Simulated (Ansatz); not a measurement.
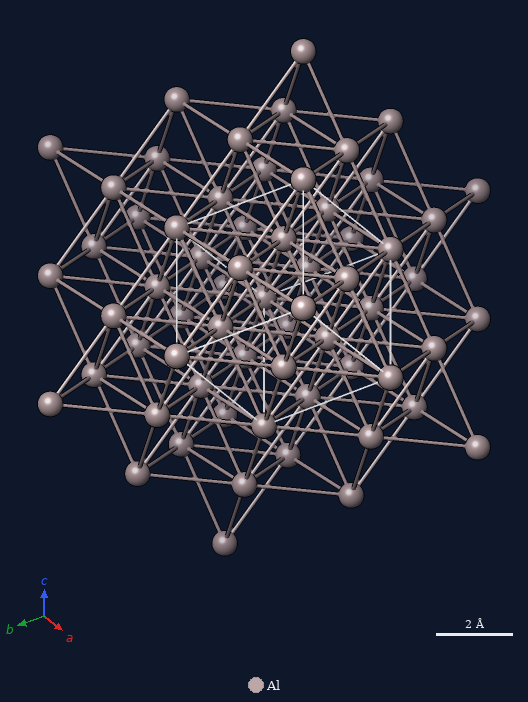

Figure 1. The structure as given in the input (ball-and-stick view of the cell 4 times as large as that of the calculation, set on its symmetry axes, repeated 2 × 2 × 2, seen at an oblique angle). Near neighbours in the crystal (not all of them lie inside the picture): Al has 12 Al at 2.89 Å.

Run report: Al, band-structure calculation

Al (Fm-3m, 1 atom in the cell), computed with DFT with PBE, PAW plane waves, no spin polarisation (Ansatz 0.2.0).

The structure derives from an entry of the Crystallography Open Database.

### What the program printed
```
Warning: checkpoint.read: basis.xc_grid differs: saved 1, current 2 (points along each axis for each point of the dense box; where the key is left out runs that use forces, runs that use the stress, dielectric runs by a finite field, finite-displacement phonons, runs of phonons.displacement_patterns under a GGA or a meta-GGA, phonons by method: dfpt, dielectric runs by the response, runs on support functions, runs on PAW files under a meta-GGA or a hybrid on one, runs at kind: all_electron or under a hybrid on a GGA, runs under a text's formulas of a gradient, and runs on PAW files that evaluate rPW86 or Becke's exchange or LYP's correlation can take a finer level, which can go by the root key accuracy; a number is taken as typed: the saved number, typed, holds this deck to the state's level, where the deck is accepted there); the SCF iterates at this deck's level from the saved density; a trajectory continued from that state goes on on another energy surface; basis.xc_grid: 1, typed and accepted, keeps it on the saved one
Engine: ansatz 0.2.0, x86_64-unknown-linux-gnu
Pseudopotentials: kind: paw
Pseudopotential: Al, paw, valence charge 3, recommended cutoff 420 eV (normal), Al.paw.azcp
Functional definition: PBE
  parameter kappa = 0.804
  parameter beta = 0.06672455060314922
  exchange = pbe_x(kappa = kappa, mu = beta*pi^2/3)
  correlation = pbe_c(beta = beta)
Crystal: 1 atoms, lattice volume = 17.029 Å³
Basis set: ecut = 420 eV, 331 PW (Γ), exchange–correlation on 40×40×40 points (8 copies of the dense FFT grid, shifted against one another)
Bands: 6, of which v1, the nominal top of the filled ones, is band 2 counted from 1 (1 counted from 0)
Symmetry: 48 space group operations
Space group: Fm-3m (ITA 225), of the structure as read, at distance tolerance 7.7e-4 Å
k-points: 104 of 2744
Non-local potential: Al, projectors of the file, l = 0: 2, l = 1: 2, l = 2: 1
PAW form: soft (Blöchl's): semilocal exchange-correlation on the pseudo side does not see the compensation charge
PAW one-centre angular grid: Al, 110 points (default); XC on 64 Gauss nodes
Initial density: read from a saved state, or passed on in memory by an earlier SCF of this step, an earlier step, the calling program or the single point that the run made first
Initial wavefunctions: pseudopotential atomic-orbital guess
Functional: x = pbe(κ = 0.804, μ = 0.2195149727645171), c = pbe(β = 0.06672455060314922)
iter 1 solved again at ethr=5.52e-6 eV; its pass at ethr=3.10e-3 eV (dr2=1.65e-4 eV) is discarded
SCF iter   1: F=—  HF=-537.490386 eV  |F-HF|=—  |Δ(HF+E_count)|=         —  Δρ=1.01e-3  dr2=1.75e-4  ethr=5.52e-6  ⟨swp⟩=1.6  Hψ=7040  notcnv=0
preconditioner: auto → none  [insulator: Δε(μ)=0.072 eV  Ē_g=12.924 eV  σ=0.022 eV  W_gap=0.52  n_scr=0 (ndim 8)  ℏωp=15.6 eV  f_vac=0.000  D(μ)=0.48/eV (n_scr^D=0)  ε∞_Penn≈2.5]
SCF iter   2: F=—  HF=-537.490384 eV  |F-HF|=—  |Δ(HF+E_count)|=   1.63e-6  Δρ=4.88e-4  dr2=4.00e-5  ethr=5.52e-6  ⟨swp⟩=1.0  Hψ=624  notcnv=0
SCF iter   3: F=—  HF=-537.490412 eV  |F-HF|=—  |Δ(HF+E_count)|=   2.77e-5  Δρ=8.80e-6  dr2=8.15e-9  ethr=3.33e-9  ⟨swp⟩=5.8  Hψ=2583  notcnv=0
SCF iter   4: F=-537.490412 eV  HF=-537.490412 eV  |F-HF|=8.53e-11  |Δ(HF+E_count)|=   5.35e-9  Δρ=8.45e-7  dr2=5.58e-11  ethr=2.72e-10  ⟨swp⟩=3.3  Hψ=2060  notcnv=0
SCF 1 converged in 4 iterations: F = -537.490412 eV  dr2 = 5.58e-11
  greatest PAW one-centre occupation: 0.444 electrons in one spin orbital (limit 2), on the Al atom at site 0 (counted from 0), in its partial waves of l = 0
```

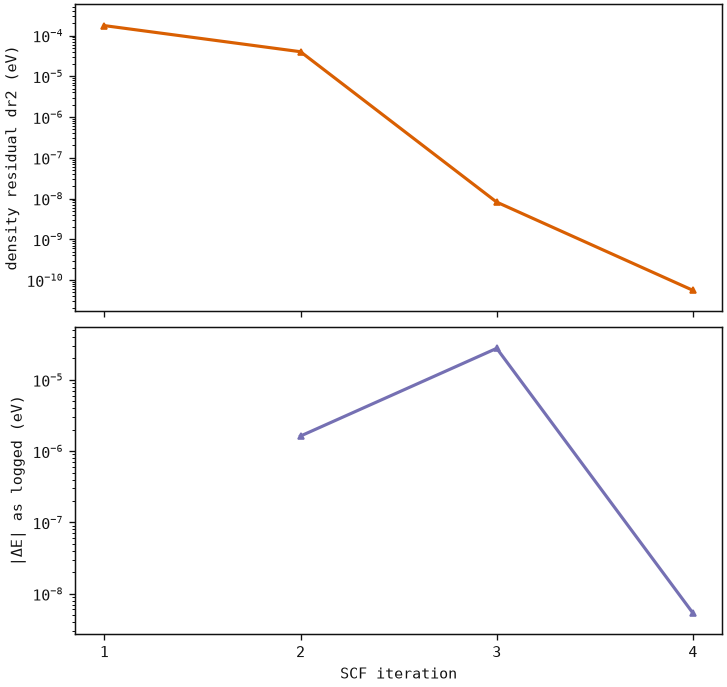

Figure 2. Convergence of the self-consistent field: density residual dr2 and size of the energy change against the SCF iteration. The residual falls at every step.

```
NSCF: frozen V_eff on 57 k-points
SCF converged after 4 iterations
Free energy (F): -537.490412 eV
Harris-Foulkes:  -537.490412 eV  (|F-HF|=8.53e-11)
Internal energy: -537.489564 eV  (E = F + TS)
E sigma→0 (E₀):  -537.489988 eV
Entropy (-TS):   -0.000847 eV (-0.847 meV/atom)
Fermi energy:    7.598956 eV
--- Per-component energies (eV) ---
  E_band       = 9.861208
  E_kinetic    = 22.301909
  E_local      = 9.424240  (includes V_loc(G=0)·N_el)
  E_nonlocal   = 10.230939
  E_hartree    = 0.098321
  E_xc         = -39.521089
  E_vxc        = -28.683464  (∫ρ·V_xc dr)
  E_paw        = -467.277903  (= ΣΔE_a)
  E_vpaw       = -3.609058  (= ΣTr[D̂ρ^β])
  E_aug_tail   = -0.000002  (compensation charges beyond the density's cutoff)
  E_ewald      = -72.745978
  E_smearing   = -0.000847  (= −TS)
  E_closure    = 0.000000  (closes the sum)
  Σ components = -537.490412   (vs F -537.490412, Δ=0.00e0)
--- Forces (eV/Å), atoms counted from 1 ---
  atom   1  Al    -0.00000000    -0.00000000     0.00000000
  max |Σ_I F_I| component: 3.90e-32 eV/Å
--- Stress (GPa, compression-positive) ---
       -2.564826       0.000000      -0.000000
       -0.000000      -2.564826       0.000000
       -0.000000       0.000000      -2.564826
  P = ⅓ Tr σ = -2.5648 GPa (-25.648 kbar)
--- Band table (eV; the first three rows and the last of 104) ---
  k-point 0: bands = ["-3.2920", "19.9711", "19.9711", "19.9711", "21.3253", "21.3253"]
  k-point 1: bands = ["-3.1563", "17.8729", "19.5050", "19.5050", "21.9951", "21.9951"]
  k-point 2: bands = ["-2.7499", "15.0545", "18.8766", "18.8766", "21.9516", "23.0770"]
  k-point 103: bands = ["6.2727", "7.4388", "7.5349", "8.9366", "21.4212", "22.7664"]
--- Löwdin populations: 1 site ---
  site symbol       q [e]
     0     Al      2.9570
  spilling = 0.014347 (of n_electrons = 3.000000)
--- Bader charges: 1 site ---
  site symbol  charge [e]  shift [e]
     0     Al      0.0000     0.0000
  estimated error of the sums over rays = 8.0e-8 e
```

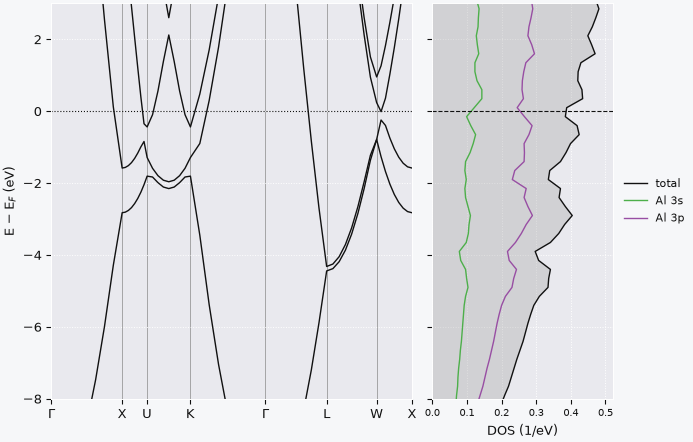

Figure 3. Band structure along Γ–X–U–K–Γ–L–W–X and density of states (projected on Löwdin-orthogonalised atomic shells), with energies from the Fermi level. Bands cross the Fermi level: a metal at this level of theory.

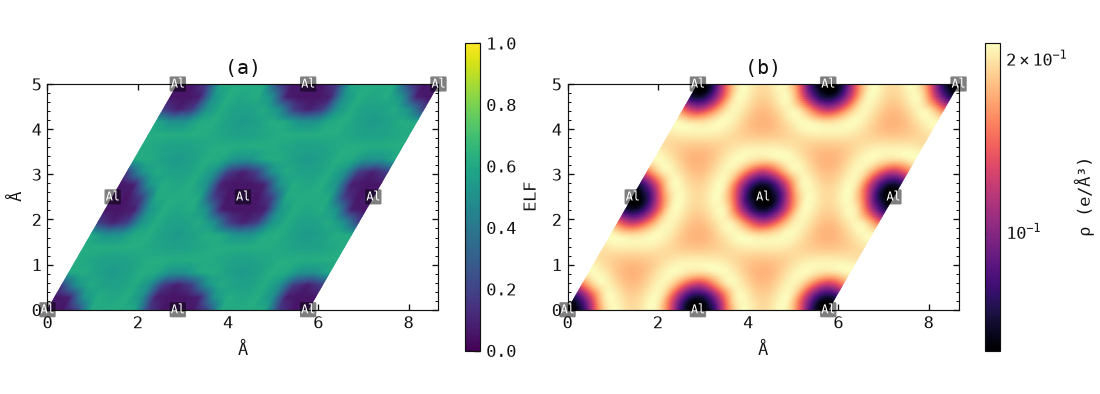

Figure 4. (a) electron localisation function; (b) valence pseudo-density on the plane of lattice vectors 2 and 3 of the input at fractional height 0.000 along vector 1, 2 × 2 cells, interpolated from points about 0.3 Å apart. The plane passes within 0.2 Å of Al sites. The density in this plane falls to 0.063 e/Å³ at its lowest. The fields are smooth PAW fields, not the true ones close to the nuclei.

The run was set up as follows.

### Input
```yaml
crystal:
  lattice:
    - [0.0, 2.04198057, 2.04198057]
    - [2.04198057, 0.0, 2.04198057]
    - [2.04198057, 2.04198057, 0.0]
  atoms:
    - { symbol: Al, position: [0.0, 0.0, 0.0] }
  symmetry: { tolerance: 0.0003 }
kpoints:
  mp_grid: { grid: [14, 14, 14], shift: [0, 0, 0] }
  band_path:
    path:
      - [0.0, 0.0, 0.0]
      - [0.5, 0.0, 0.5]
      - [0.625, 0.25, 0.625]
      - [0.375, 0.375, 0.75]
      - [0.0, 0.0, 0.0]
      - [0.5, 0.5, 0.5]
      - [0.5, 0.25, 0.75]
      - [0.5, 0.0, 0.5]
    npoints: 8
magnetization:
  spin_polarized: false
scf:
  occupations: { method: fermi_dirac, width: 0.0224 }
  lower_state_search: "off"
  max_iter: 200
hamiltonian:
  pseudopotentials: { kind: paw }
  xc: pbe
basis:
  ecutwfc: 420
  fft_grid_basis: typed
output:
  forces: true
  stress: true
  eigenvalues: true
  bader: true
  populations: true
  elf: true
  write_potential: true
  volumetric_format: npy
  dos:
    e_range: [-12, 8]
    de: 0.05
    projected: { site_lists: { Al: [Al] } }
checkpoint:
  read: saved_state
```

Launch command:
```bash
ansatz run input.yaml --threads 1 --pin off --max-ram 2560MiB --backend cpu --events-out ev --progress --plain --runs-dir out
```

### Key numbers

| quantity | value |
| --- | --- |
| outcome | converged |
| space group (tolerance 0.01 Å) | Fm-3m (225) |
| electrons treated | 3 |
| free energy | −537.4904 eV |
| Fermi energy | 7.599 eV |
| pressure | −2.56 GPa |
| electronic character | metal |
| largest force (length of the vector) | under 0.001 eV/Å |
| hardware | 1 thread of an x86-64 CPU, shared host |
| wall time | 2.9 s |
| peak memory | 0.33 GiB |
